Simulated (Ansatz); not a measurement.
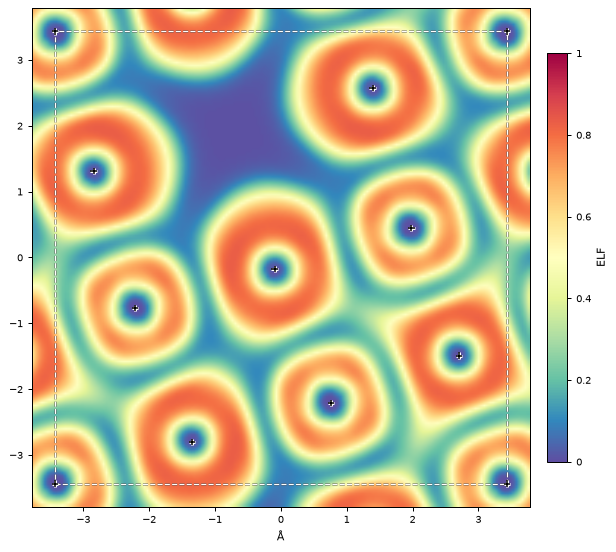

The ELF on a plane through atoms (crosses mark nuclei in the plane).

Level of theory: Ansatz 0.2.0, DFT r2SCAN, scalar-relativistic, plane waves, PAW.

Candidates:
A. Hf2Si, a = 6.56 Å, b = 6.56 Å, c = 5.17 Å, α = 90.00°, β = 90.00°, γ = 90.00°. Space group I4/mcm; a structure from a database of computed crystals, not necessarily the ambient phase.
B. Sn, a = 6.64 Å, b = 3.18 Å, c = 13.18 Å, α = 90.00°, β = 92.38°, γ = 90.00°. Space group C2/m; computed pressure about −4 GPa in this cell.
C. Ta4N5, a = 6.87 Å, b = 6.87 Å, c = 4.26 Å, α = 90.00°, β = 90.00°, γ = 90.00°. Space group I4/m; a structure from a database of computed crystals, not necessarily the ambient phase; computed without spin polarisation.

Q: Which candidate gave the map?

A: Candidate C: Ta4N5 on the (001) plane of the conventional cell, which holds Ta and N. Ta–N (2.07 Å): the ELF peaks at about 0.80 in the valence shell of N, 0.6 Å from its nucleus, and is about 0.20 at the midpoint; no localised pair shows between them. Ta–Ta (2.93 Å): the ELF is about 0.30 at the midpoint.
